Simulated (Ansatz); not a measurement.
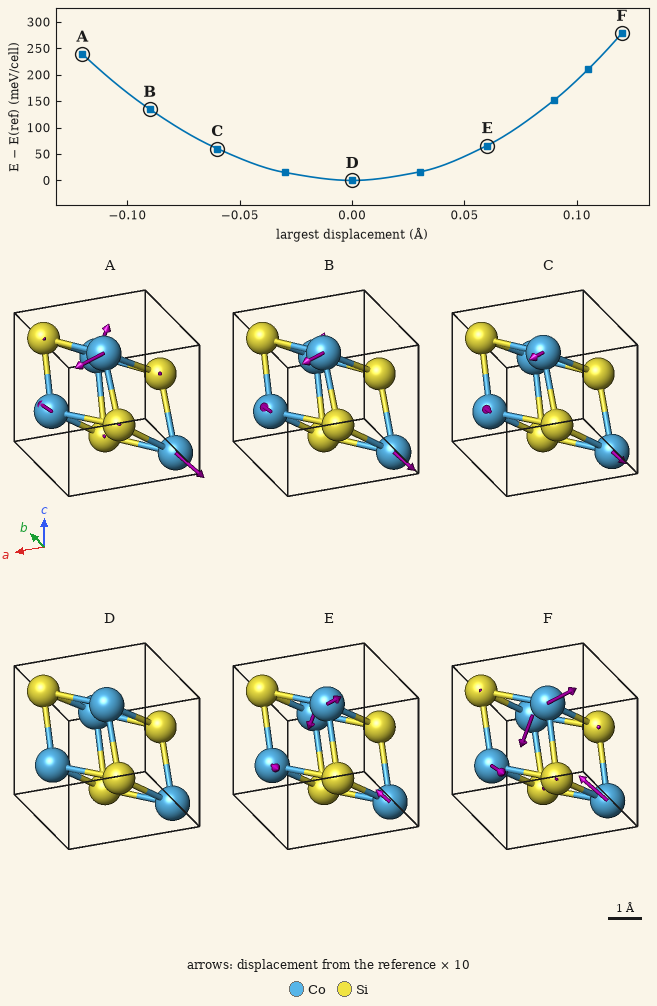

Solid CoSi (P2_13): a normal mode at the zone centre is frozen in with the cell fixed, the amplitude being the largest displacement of an atom. The lettered frames are marked on the plot. The picture is a ball-and-stick view of the cell of the calculation, seen from a free direction. Purple arrows: displacements from the reference.

These are results of DFT PBEsol, scalar-relativistic, plane waves, PAW in Ansatz 0.2.0, not measurements. (plane-wave cutoff 420 eV; k-point mesh 10 × 10 × 10; occupations gaussian; smearing width 0.15 eV; no spin polarisation). Energies (free energies at the smearing named) are counted from the relaxed crystal.

> What does the scan show?

The harmonic wavenumber of the mode is 200 cm⁻¹, a stable vibration. The lowest computed point lies at the amplitude 0.00 Å (0.0 meV/cell). The end points stand at 239.2 meV/cell (−0.12 Å) and 278.7 meV/cell (0.12 Å). The well is lopsided: at ±0.120 Å the energy is 1.2 times higher on the positive side. The distortion keeps the space group P2_13.

The computed points:

```
largest displacement (Å)  E − E(ref) (meV/cell)
                  −0.120                  239.2
                  −0.090                  134.8
                  −0.060                   60.3
                  −0.030                   15.2
                   0.000                    0.0
                   0.030                   16.2
                   0.060                   66.0
                   0.090                  152.4
                   0.105                  210.3
                   0.120                  278.7
```

Limits of the set-up: an element that often carries a moment was run without spin polarisation.
